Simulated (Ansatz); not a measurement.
**Ge2Sb2Te5 (P-3m1): the gap under strain at three levels**

Does the cheap functional get the change of gap under strain right for Ge2Sb2Te5 (P-3m1)?

Calculated with Ansatz 0.2.0; a semilocal functional, HSE06 and G0W0, plane waves, PAW.

## (1) Starting point

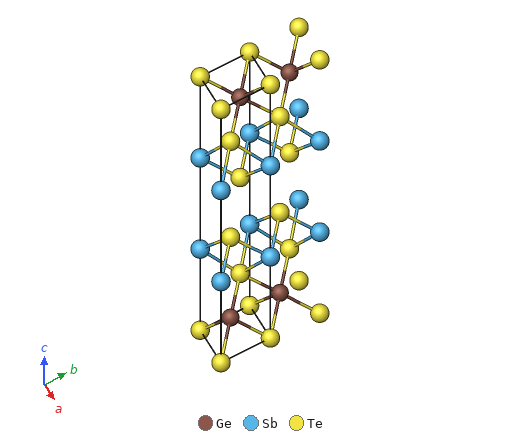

The starting structure, seen from a free direction (germanium brown, antimony blue, tellurium yellow). 1×2×1 cells are drawn. Bonds to atoms that aren't drawn are left out. Some periodic images of atoms are drawn too.

As a file:

```cif
data_structure
_symmetry_space_group_name_H-M 'P 1'
_symmetry_Int_Tables_number 1
_cell_length_a 4.2941
_cell_length_b 4.2941
_cell_length_c 17.1013
_cell_angle_alpha 90.000
_cell_angle_beta 90.000
_cell_angle_gamma 120.000
_cell_volume 273.09
loop_
_atom_site_label
_atom_site_type_symbol
_atom_site_fract_x
_atom_site_fract_y
_atom_site_fract_z
_atom_site_occupancy
Ge1 Ge 0.33333 0.66667 0.89711 1
Ge2 Ge 0.66667 0.33333 0.10290 1
Sb3 Sb 0.00000 0.00000 0.67993 1
Sb4 Sb 0.00000 0.00000 0.32007 1
Te5 Te 0.00000 0.00000 0.00000 1
Te6 Te 0.66667 0.33333 0.79846 1
Te7 Te 0.33333 0.66667 0.20154 1
Te8 Te 0.33333 0.66667 0.58011 1
Te9 Te 0.66667 0.33333 0.41989 1
```

The start is the Materials Project's (PBE, PBE+U or r2SCAN) relaxed structure. Spin-orbit coupling is left out unless a step names it.

## (2) Unstrained: relaxing the ions

A relaxation at this level of theory: leftover forces would pass straight into the levels.

This step: DFT, PBE, plane waves, PAW; PAW set soft_1.

input.yaml

```yaml
crystal:
  lattice:
    - [4.2940644248, 0.0, 0.0]
    - [-2.1470322124, 3.7187688774, 0.0]
    - [0.0, 0.0, 17.101346]
  atoms:
    - { symbol: Ge, position: [0.33333333, 0.66666667, 0.897105] }
    - { symbol: Ge, position: [0.66666667, 0.33333333, 0.102895] }
    - { symbol: Sb, position: [0.0, 0.0, 0.679932] }
    - { symbol: Sb, position: [0.0, 0.0, 0.320068] }
    - { symbol: Te, position: [0.0, 0.0, 0.0] }
    - { symbol: Te, position: [0.66666667, 0.33333333, 0.798458] }
    - { symbol: Te, position: [0.33333333, 0.66666667, 0.201542] }
    - { symbol: Te, position: [0.33333333, 0.66666667, 0.580108] }
    - { symbol: Te, position: [0.66666667, 0.33333333, 0.419892] }
kpoints:
  mp_grid: { grid: [6, 6, 2] }
hamiltonian:
  xc: pbe
  pseudopotentials: { kind: paw, azcp: { folder: soft_1 } }
scf:
  occupations: { method: fermi_dirac, width: 0.02 }
relax:
  f_tol: 0.01
```

Started as:

```sh
$ ansatz run input.yaml --threads 2 --pin off --max-ram 92160MiB --backend cuda --events-out ev --progress --plain --runs-dir out --devices 1 --max-vram 13GiB
```

Numbers of over 12 decimals in the logs are rounded to 6 here.

The program printed:

```text
GPUs: using 1 of 1 available (devices: 1).
Engine: ansatz 0.2.0, x86_64-unknown-linux-gnu
Pseudopotentials: kind: paw
Pseudopotential: Ge, paw, valence charge 14, recommended cutoff 420 eV (normal), soft_1/Ge.paw.azcp
Pseudopotential: Sb, paw, valence charge 15, recommended cutoff 420 eV (normal), soft_1/Sb.paw.azcp
Pseudopotential: Te, paw, valence charge 16, recommended cutoff 420 eV (normal), soft_1/Te.paw.azcp
Functional definition: PBE
  parameter kappa = 0.804
  parameter beta = 0.066725
  exchange = pbe_x(kappa = kappa, mu = beta*pi^2/3)
  correlation = pbe_c(beta = beta)
device memory: the entry about to start is reckoned to put 3.4 GiB on a device that reports 45.3 GiB free (of which the cap on the GPU budget leaves the run 13.0 GiB)
GPU FFT provider: cuFFT
GPU libraries: cuBLAS 13.8.2, cuFFT 12.4.0, cuSOLVER 12.3.4
Crystal: 9 atoms, lattice volume = 273.085 Å³
Basis set: ecut = 420 eV, 5295 PW (Γ), exchange–correlation on 60×60×240 points (8 copies of the dense FFT grid, shifted against one another)
Bands: 83, of which v1, the nominal top of the filled ones, is band 69 counted from 1 (68 counted from 0)
Symmetry: 12 space group operations
Space group: P-3m1 (ITA 164), of the structure as read, at distance tolerance 6.5e-5 Å
k-points: 14 of 72
Non-local potential: Ge, projectors of the file, l = 0: 2, l = 1: 2, l = 2: 3, l = 3: 1
Non-local potential: Sb, projectors of the file, l = 0: 2, l = 1: 2, l = 2: 2, l = 3: 1
Non-local potential: Te, projectors of the file, l = 0: 2, l = 1: 2, l = 2: 2, l = 3: 1
PAW form: soft (Blöchl's): semilocal exchange-correlation on the pseudo side does not see the compensation charge
PAW one-centre angular grid: Ge, 590 points (default); XC on 64 Gauss nodes
PAW one-centre angular grid: Sb, 590 points (default); XC on 64 Gauss nodes
PAW one-centre angular grid: Te, 590 points (default); XC on 64 Gauss nodes
Initial density: superposition of atomic densities (chi_scale 0.1, normalization cell, long waves kept (reshape's long-wave potential 0.31 eV rms))
Initial wavefunctions: pseudopotential atomic-orbital guess
GPU buffer pool allocated for 108000 grid points (all kernels)
GPU transforms: local potential and band sums: pruned to the plane-wave sphere, on 30×30×120
Functional: x = pbe(κ = 0.804, μ = 0.219515), c = pbe(β = 0.066725)
SCF iter   1: F=—  HF=-56460.917160 eV  |F-HF|=—  |Δ(HF+E_count)|=         —  Δρ=1.55e-2  dr2=1.06e1  ethr=3.10e-3  ⟨swp⟩=6.2  Hψ=4411  notcnv=0  defer=12
preconditioner: auto → Resta (q_TF=auto, 2.435 Å⁻¹)  ε∞=4.6  [insulator: Δε(μ)=0.115 eV  Ē_g=8.217 eV  σ=0.020 eV  W_gap=0.88  n_scr=66 (ndim 8)  ℏωp=15.6 eV  f_vac=0.005  D(μ)=0.21/eV (n_scr^D=2)  ε∞_Penn≈4.6]
[...]
SCF iter   7: F=—  HF=-56460.338306 eV  |F-HF|=—  |Δ(HF+E_count)|=   2.93e-5  Δρ=3.88e-5  dr2=5.29e-6  ethr=3.18e-8  ⟨swp⟩=2.0  Hψ=1565  notcnv=0  defer=88
SCF iter   8: F=-56460.338311 eV  HF=-56460.338310 eV  |F-HF|=4.31e-7  |Δ(HF+E_count)|=   3.77e-6  Δρ=1.08e-5  dr2=7.68e-7  ethr=1.81e-9  ⟨swp⟩=4.9  Hψ=3827  notcnv=0
SCF 1 converged in 8 iterations: F = -56460.338311 eV  dr2 = 7.68e-7
[...]
relax step   1: F+E_penalty+E_count = -56460.33831056 eV  Δ(F+E_penalty+E_count) = +0.000e0 eV  max|allowed force component| = 7.303e-2 eV/Å  Δτ_max = 0.0000 Å  (8 SCF iters, dr2 threshold 2.50e-6 eV, accepted)
[...]
relax step   2: F+E_penalty+E_count = -56460.34940510 eV  Δ(F+E_penalty+E_count) = -1.109e-2 eV  max|allowed force component| = 1.249e-1 eV/Å  Δτ_max = 0.1025 Å  (8 SCF iters, dr2 threshold 3.33e-7 eV, accepted)
[...]
relax step   4: F+E_penalty+E_count = -56460.35636800 eV  Δ(F+E_penalty+E_count) = -6.696e-5 eV  max|allowed force component| = 4.196e-3 eV/Å  Δτ_max = 0.0032 Å  (5 SCF iters, accepted)
SCF converged after 5 iterations
Free energy (F): -56460.356368 eV
Harris-Foulkes:  -56460.356368 eV  (|F-HF|=8.35e-9)
Internal energy: -56460.356365 eV  (E = F + TS)
E sigma→0 (E₀):  -56460.356367 eV
Entropy (-TS):   -0.000003 eV (-0.000 meV/atom)
Fermi energy:    9.308399 eV
--- Per-component energies (eV) ---
  E_band       = -1933.332821
  E_kinetic    = 1362.968693
  E_local      = -16350.233042  (includes V_loc(G=0)·N_el)
  E_nonlocal   = 1528.401049
  E_hartree    = 7793.211822
  E_xc         = -954.002826
  E_vxc        = -821.027057  (∫ρ·V_xc dr)
  E_paw        = -36449.010282  (= ΣΔE_a)
  E_vpaw       = -3239.863453  (= ΣTr[D̂ρ^β])
  E_aug_tail   = 0.000743  (compensation charges beyond the density's cutoff)
  E_ewald      = -13391.692522
  E_smearing   = -0.000003  (= −TS)
  E_closure    = -0.000000  (closes the sum)
  Σ components = -56460.356368   (vs F -56460.356368, Δ=0.00e0)
--- Forces (eV/Å), atoms counted from 1 ---
  atom   1  Ge     0.00000000     0.00000000    -0.00384142
  atom   2  Ge     0.00000000    -0.00000000     0.00384142
  atom   3  Sb    -0.00000000     0.00000000    -0.00139212
  atom   4  Sb     0.00000000    -0.00000000     0.00139212
  atom   5  Te     0.00000000     0.00000000     0.00000000
  atom   6  Te    -0.00000000    -0.00000000     0.00419646
  atom   7  Te     0.00000000     0.00000000    -0.00419646
  atom   8  Te     0.00000000    -0.00000000     0.00026541
  atom   9  Te    -0.00000000     0.00000000    -0.00026541
  max |Σ_I F_I| component: 2.31e-18 eV/Å
--- Relaxed structure (4 steps of the walk, 4 accepted, 0 SCFs on fresh bases) ---
  F+E_penalty+E_count = -56460.35636800 eV   max|allowed force component| = 4.196e-3 eV/Å
  atoms:
    - { symbol: Ge, position: [0.333333, 0.666667, 0.899817] }
    - { symbol: Ge, position: [0.666667, 0.333333, 0.100183] }
    - { symbol: Sb, position: [0, 0, 0.684680] }
    - { symbol: Sb, position: [0, 0, 0.315320] }
    - { symbol: Te, position: [0, 0, 0] }
    - { symbol: Te, position: [0.666667, 0.333333, 0.802626] }
    - { symbol: Te, position: [0.333333, 0.666667, 0.197374] }
    - { symbol: Te, position: [0.333333, 0.666667, 0.585072] }
    - { symbol: Te, position: [0.666667, 0.333333, 0.414928] }
```

The job ended after 17 s (1 × NVIDIA H100 80GB HBM3 (shared by 6 runs) with 2 threads of AMD EPYC 7R13 (Zen 3), shared host; peak memory 1 GiB; 19 s of CPU time).

Step by step:

| step | energy less that of the first step (eV) | largest force component (eV/Å) |
| --- | --- | --- |
| 1 | 0.0000 | 0.0730 |
| 2 | -0.0111 | 0.1249 |
| 3 | -0.0180 | 0.0158 |
| 4 | -0.0181 | 0.0042 |

Forces are held to the 12 operations that the run works with; a distortion that breaks them can't arise in this run.

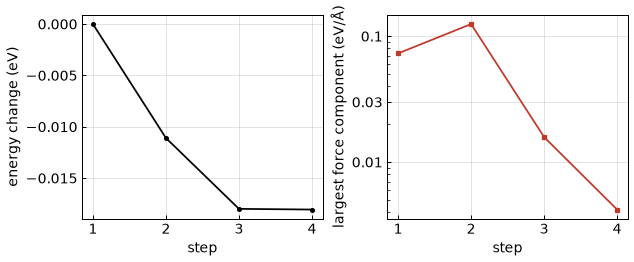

Energy and largest force along the relaxation.

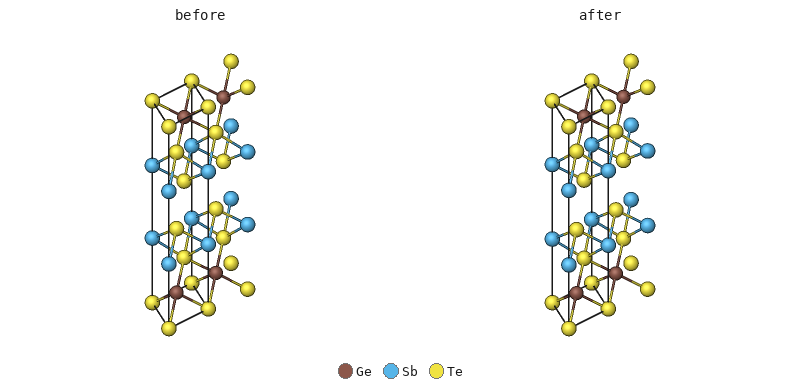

Before and after, at one scale. Bonds to atoms that aren't drawn are left out.

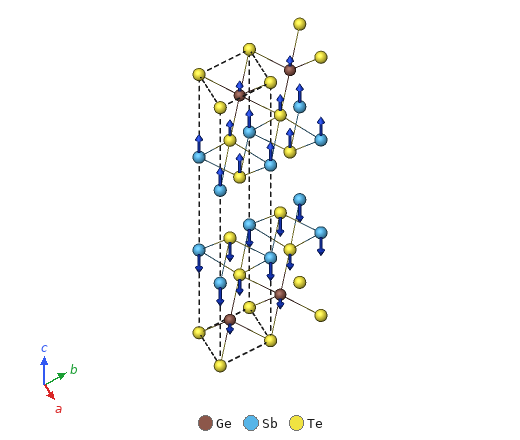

Displacements in the relaxation, exaggerated; the longest in the cell stands for 0.08 Å. Bonds to atoms that aren't drawn are left out. 1×2×1 cells are drawn. Some periodic images of atoms are drawn too.

The atoms that moved most (Å):

| atom | dx | dy | dz | length |
| --- | --- | --- | --- | --- |
| Te9 | 0.000 | 0.000 | -0.085 | 0.085 |
| Te8 | 0.000 | 0.000 | 0.085 | 0.085 |
| Sb3 | 0.000 | 0.000 | 0.081 | 0.081 |
| Sb4 | 0.000 | 0.000 | -0.081 | 0.081 |
| Te7 | 0.000 | 0.000 | -0.071 | 0.071 |
| Te6 | 0.000 | 0.000 | 0.071 | 0.071 |
| Ge2 | 0.000 | 0.000 | -0.046 | 0.046 |
| Ge1 | 0.000 | 0.000 | 0.046 | 0.046 |

## (3) Unstrained: PBE

input.yaml

```yaml
crystal:
  lattice:
    - [4.2940644248, 0.0, 0.0]
    - [-2.1470322124, 3.7187688774, 0.0]
    - [0.0, 0.0, 17.101346]
  atoms:
    - { symbol: Ge, position: [0.3333333333, 0.6666666667, 0.8998167825] }
    - { symbol: Ge, position: [0.6666666667, 0.3333333333, 0.1001832175] }
    - { symbol: Sb, position: [0.0, 0.0, 0.6846797893] }
    - { symbol: Sb, position: [0.0, 0.0, 0.3153202107] }
    - { symbol: Te, position: [0.0, 0.0, 0.0] }
    - { symbol: Te, position: [0.6666666667, 0.3333333333, 0.8026262036] }
    - { symbol: Te, position: [0.3333333333, 0.6666666667, 0.1973737964] }
    - { symbol: Te, position: [0.3333333333, 0.6666666667, 0.5850722908] }
    - { symbol: Te, position: [0.6666666667, 0.3333333333, 0.4149277092] }
kpoints:
  mp_grid: { grid: [6, 6, 2] }
  band_path:
    path:
      - [0.0, 0.0, 0.0]
      - [0.5, 0.0, 0.0]
      - [0.33333333, 0.33333333, 0.0]
      - [0.0, 0.0, 0.5]
      - [0.5, 0.0, 0.5]
      - [0.33333333, 0.33333333, 0.5]
      - [0.066666666, 0.066666666, 0.0]
    npoints: 1
hamiltonian:
  xc: pbe
  pseudopotentials: { kind: paw, azcp: { folder: soft_1 } }
scf:
  occupations: { method: fermi_dirac, width: 0.02 }
  n_extra_bands: 7
output:
  eigenvalues: true
  forces: true
  stress: true
```

The program printed:

```text
[...]
GPUs: using 1 of 1 available (devices: 1).
[...]
GPU FFT provider: cuFFT
GPU libraries: cuBLAS 13.8.2, cuFFT 12.4.0, cuSOLVER 12.3.4
Crystal: 9 atoms, lattice volume = 273.085 Å³
Basis set: ecut = 420 eV, 5295 PW (Γ), exchange–correlation on 60×60×240 points (8 copies of the dense FFT grid, shifted against one another)
Bands: 76, of which v1, the nominal top of the filled ones, is band 69 counted from 1 (68 counted from 0)
Symmetry: 12 space group operations
[...]
k-points: 14 of 72
[...]
GPU buffer pool allocated for 108000 grid points (all kernels)
[...]
SCF iter   1: F=—  HF=-56460.905217 eV  |F-HF|=—  |Δ(HF+E_count)|=         —  Δρ=1.54e-2  dr2=1.00e1  ethr=3.10e-3  ⟨swp⟩=6.3  Hψ=4128  notcnv=0
[...]
SCF iter   9: F=-56460.356368 eV  HF=-56460.356368 eV  |F-HF|=6.67e-8  |Δ(HF+E_count)|=   5.00e-7  Δρ=2.99e-6  dr2=3.36e-8  ethr=7.25e-11  ⟨swp⟩=11.3  Hψ=5570  notcnv=0
SCF 1 converged in 9 iterations: F = -56460.356368 eV  dr2 = 3.36e-8
[...]
NSCF: frozen V_eff on 7 k-points
SCF converged after 9 iterations
Free energy (F): -56460.356368 eV
[...]
Internal energy: -56460.356365 eV  (E = F + TS)
E sigma→0 (E₀):  -56460.356367 eV
Entropy (-TS):   -0.000003 eV (-0.000 meV/atom)
Fermi energy:    9.308403 eV
[...]
--- Forces (eV/Å), atoms counted from 1 ---
  atom   1  Ge    -0.00000000     0.00000000    -0.00384950
  atom   2  Ge     0.00000000    -0.00000000     0.00384950
  atom   3  Sb    -0.00000000     0.00000000    -0.00137378
  atom   4  Sb     0.00000000    -0.00000000     0.00137378
  atom   5  Te    -0.00000000     0.00000000     0.00000000
  atom   6  Te    -0.00000000    -0.00000000     0.00420824
  atom   7  Te     0.00000000     0.00000000    -0.00420824
  atom   8  Te     0.00000000    -0.00000000     0.00028099
  atom   9  Te     0.00000000     0.00000000    -0.00028099
  max |Σ_I F_I| component: 1.73e-18 eV/Å
--- Stress (GPa, compression-positive) ---
        0.479622      -0.000000       0.000000
        0.000000       0.479622      -0.000000
       -0.000000      -0.000000       0.989177
  P = ⅓ Tr σ = 0.6495 GPa (6.495 kbar)
--- Band table (eV; the first three rows and the last of 14) ---
  k-point 0: bands = [... 65 lower, 7.8958, 8.1021, 8.4090, 9.1407, 9.4965, 9.4965, 9.5025, 10.1181, ... 3 higher]
  k-point 1: bands = [... 65 lower, 7.8139, 7.8746, 8.5190, 9.0248, 9.6619, 9.6619, 9.7074, 9.8457, ... 3 higher]
  k-point 2: bands = [... 65 lower, 7.9602, 8.1152, 8.5572, 8.9652, 9.7766, 9.8371, 10.3923, 10.4141, ... 3 higher]
  k-point 13: bands = [... 65 lower, 7.4848, 7.9467, 7.9467, 8.0565, 10.7659, 10.7659, 11.0001, 11.0001, ... 3 higher]
```

The job ended after 8 s (1 × NVIDIA H100 80GB HBM3 (shared by 6 runs) with 2 threads; peak memory 1 GiB).

Numbers from this step:

| Quantity | Value |
| --- | --- |
| pressure | 0.6495 GPa |
| gap | 0.3167 eV |
| valence top at | Γ |
| conduction bottom at | k = (0.067, 0.067, 0.000) |
| least direct gap | 0.3558 eV |

The gap is indirect, with the least direct gap 0.04 eV higher.

## (4) Unstrained: G0W0

G0W0 replaces the xc potential by the self-energy, built once from these orbitals. Only a window of levels is corrected, while the sums run over the empty bands that the input names. This step takes PAW set soft_1 files.

This step: G0W0 on PBE, plane waves, PAW; PAW set soft_1.

input.yaml, the sections that differ from step 3:

```yaml
kpoints:
  mp_grid: { grid: [6, 6, 2] }
scf:
  occupations: { method: fixed }
gw:
  n_empty_bands: 1027
  ecut_chi: 140.0
  qp_bands: [v3, c3]
  qp_kpoints: band_edges
  screening: { model: contour_deformation }
# crystal, hamiltonian: as in step 3
# output: removed
```

The program printed:

```text
GPUs: using 1 of 1 available (devices: 1).
[...]
GPU FFT provider: cuFFT
GPU libraries: cuBLAS 13.8.2, cuFFT 12.4.0, cuSOLVER 12.3.4
Crystal: 9 atoms, lattice volume = 273.085 Å³
Basis set: ecut = 420 eV, 5295 PW (Γ)
Bands: 83, of which v1, the nominal top of the filled ones, is band 69 counted from 1 (68 counted from 0)
Symmetry: 12 space group operations
[...]
k-points: 14 of 72
[...]
GPU buffer pool allocated for 108000 grid points (all kernels)
[...]
SCF iter   1: F=—  HF=-56460.906232 eV  |F-HF|=—  |Δ(HF+E_count)|=         —  Δρ=1.54e-2  dr2=1.00e1  ethr=3.10e-3  ⟨swp⟩=4.9  Hψ=3734  notcnv=0  defer=161
[...]
SCF iter  10: F=-56460.356361 eV  HF=-56460.356361 eV  |F-HF|=1.18e-7  |Δ(HF+E_count)|=   5.70e-7  Δρ=4.67e-6  dr2=8.94e-8  ethr=7.25e-11  ⟨swp⟩=12.1  Hψ=6121  notcnv=0
SCF 1 converged in 10 iterations: F = -56460.356361 eV  dr2 = 8.94e-8
[...]
G₀W₀ screening: q 1/14
[... further progress lines ...]
SCF converged after 10 iterations
Free energy (F): -56460.356361 eV
[...]
Internal energy: -56460.356361 eV  (E = F + TS)
E sigma→0 (E₀):  -56460.356361 eV
Fermi energy:    9.140647 eV
[...]
--- Band table (eV; the first three rows and the last of 14) ---
  k-point 0: bands = [... 65 lower, 7.8958, 8.1021, 8.4090, 9.1406, 9.4965, 9.4965, 9.5024, 10.1181, ... 10 higher]
  k-point 1: bands = [... 65 lower, 7.8139, 7.8745, 8.5190, 9.0248, 9.6618, 9.6618, 9.7074, 9.8457, ... 10 higher]
  k-point 2: bands = [... 65 lower, 7.9602, 8.1152, 8.5572, 8.9652, 9.7766, 9.8371, 10.3923, 10.4141, ... 10 higher]
  k-point 13: bands = [... 65 lower, 7.4848, 7.9467, 7.9467, 8.0564, 10.7659, 10.7659, 11.0001, 11.0001, ... 10 higher]
--- G₀W₀: contour deformation, 8 samples at zero and on the imaginary axis and 1 off it, 72 q-points, 1027 empty bands' worth ---
  eigenvalues of the whole cell's RPA ε∞ on this k-mesh (on a slab, of 1 + 4πα/V) = 44.0264, 82.8376, 82.8376; static W/v taken at q = 0 is 0.012775
  bands read: the sum over 1096 bands ends inside a degenerate multiplet in 2 slots, whose members it reads at an even weight; the widest, k=0: bands 1096 to 1097 (counted from 1) at 1/2 each
  gw.qp_kpoints: band_edges: 11 of 14 stored k-points solved, in 1 pass; an edge of the gap read off the rows below is read off those points alone
    valence top: of the k-points left out ik 9 came nearest to being solved in a further pass, in band 69 (counted from 1, as in the quasiparticle table): it holds the edge there only if its correction is more favourable than any solved in that band by at least 0.609 eV; those differ by 0.052 eV
    conduction bottom: of the k-points left out ik 10 came nearest to being solved in a further pass, in band 70 (counted from 1, as in the quasiparticle table): it holds the edge there only if its correction is more favourable than any solved in that band by at least 0.658 eV; those differ by 0.049 eV
  `?` marks the rows in doubt; gw_qp.tsv's column doubts and the gw_qp event give each row's grounds
    ik  band        ε_KS         Σx   Σc(E_QP)       V_xc       Z   E_QP_lin       E_QP  E_QP is
     0    67      8.1021   -14.3164    -0.0420   -14.1041  0.7425     7.8436     7.8478  root
     0    68      8.4090   -14.4449     0.1564   -13.9972  0.7428     8.1107     8.1177  root
     0    69      9.1406   -14.3178    -0.2273   -14.2555  0.7454     8.8445     8.8511  root
     0    70      9.4965    -9.7539    -2.9510   -12.5198  0.7462     9.3123     9.3114  root
     0    71      9.4965    -9.7539    -2.9510   -12.5198  0.7462     9.3123     9.3114  root
     0    72      9.5024    -9.4829    -3.2488   -12.5787  0.7565     9.3501     9.3495  root
     1    67      7.8745   -14.7976     0.4983   -14.0059  0.7330     7.5734     7.5812  root
     1    68      8.5190   -13.9766    -0.1720   -13.8835  0.7477     8.2491     8.2538  root
[...]
6    68      7.8584   -14.2075     0.5716   -13.3090  0.7293     7.5162     7.5316  root ?
[...]
8    68      8.5814   -15.0266     0.4694   -14.2271  0.7409     8.2346     8.2512  root ?
[...]
11    69      8.5502   -14.9931     0.4794   -14.1835  0.7408     8.2035     8.2201  root ?
[...]
12    67      8.4596   -14.9261     0.5539   -14.0395  0.7396     8.1089     8.1270  root ?
    12    68      8.4596   -14.9261     0.5539   -14.0395  0.7396     8.1089     8.1270  root ?
    12    69      8.5645   -15.0639     0.5037   -14.2260  0.7413     8.2113     8.2302  root
    12    70      9.9978    -9.4673    -3.3287   -12.6436  0.7461     9.8461     9.8453  root
    12    71      9.9978    -9.4673    -3.3287   -12.6436  0.7461     9.8461     9.8453  root
    12    72     10.2821    -9.4892    -3.4283   -12.7714  0.7413    10.1368    10.1360  root
```

The job ended after 2.4 min (1 × NVIDIA H100 80GB HBM3 (shared by 6 runs) with 2 threads; peak memory 5.3 GiB).

Numbers from this step:

```
bands summed                                 : 1096
RPA ε∞ on this mesh (eigenvalues)            : 44.03, 82.84, 82.84
plane waves in the screening matrix          : 999
q-points in the mesh                         : 72
G0W0 gap on the mesh                         : 0.4603 eV
k of the valence top                         : 0, 0, 0
k of the conduction bottom                   : 0, 0, 0
starting gap on the mesh                     : 0.3558 eV
Z at the valence top                         : 0.7454
Z at the conduction bottom                   : 0.7462
least direct G0W0 gap on the computed points : 0.4603 eV
```

The gap on the mesh goes from 0.36 eV to 0.46 eV, a correction of +0.10 eV. Between the two edge states, bare exchange in place of the xc potential would open the gap by 2.83 eV, and correlation takes back 2.72 eV. The start differs from the 0.32 eV found before because this mesh misses an edge.

(Part 1 of 4 ends here.)

[Paths, hosts, dates, memory and timing lines, banners, echoed tables and standing remarks are left out of the program output.]

[Logs are printed without paths, hosts, clocks, repeated set-up lines and the standing remarks that a program may print on its own settings, such as how far it seeks lower states.]

[Runs of the session that timed out or met a known fault of the program may be left out.]

[Cells called generated may have been cut or substituted from an entry of the Crystallography Open Database or the Materials Project.]

[Hosts, paths, dates, database ids (printed as entryN), source tags and the programs' standing remarks are cut or masked in the printed files.]
